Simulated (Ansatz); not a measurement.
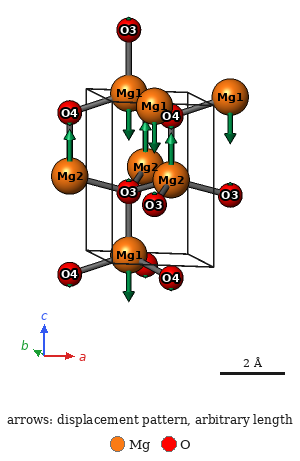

Lattice vibrations of a crystal of MgO, at the zone centre. The optical levels lie at 186 (×2), 429, 431, 497 (×2), 501 (×2), 517 cm⁻¹. One mode is drawn. Displacements are drawn as green arrows; their common scale and sign are arbitrary. Style: ball-and-stick. Shown: the cell of the calculation, slightly off an axis.

Level of theory: DFT PBE, scalar-relativistic, plane waves, PAW in Ansatz 0.2.0. Settings: plane-wave cutoff 420 eV; k-point mesh 12 × 12 × 6; occupations fixed; no spin polarisation.

Frequencies are those without the non-analytic (LO–TO) term.

Question: To which level does it belong?

Answer: The level at 429 cm⁻¹. This is the B₁ mode, optical level 2 of 6, counted from below, silent by symmetry (neither infrared- nor Raman-active). All motion is along c; atoms of one kind move against one another, with no net shift of any sublattice; it stretches the shortest Mg–O bonds (2.01 Å); the kinetic energy is shared as Mg 99 %, O 1 %.
